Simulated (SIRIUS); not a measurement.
System: ZrC.

```xyz
4
Lattice="3.3915 0.0000 0.0000 -1.6957 2.9371 0.0000 0.0000 0.0000 5.2901" Properties=species:S:1:pos:R:3 pbc="T T T"
Zr    1.6564    0.9874    3.9452
Zr    0.0430    2.0016    1.3404
C     1.6740    2.9119    2.6505
C    -1.6738    2.9102    5.2772
```

Space group P1; a structure from a database of computed crystals, not necessarily the ambient phase; not relaxed (largest force 1.3 eV/Å).

Computed with SIRIUS, Kohn-Sham DFT of a periodic cell, PBEsol, all-electron FP-LAPW.

What will maps of the electron density show?

Zr–C (2.43 Å): ρ at the midpoint is about 0.38 e/Å³.

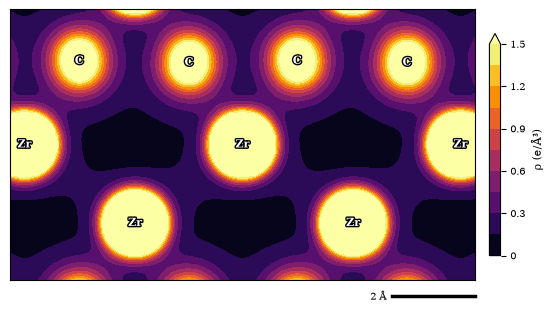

Computed electron density on the (110) plane of the conventional cell. 

The calculation treats all electrons.
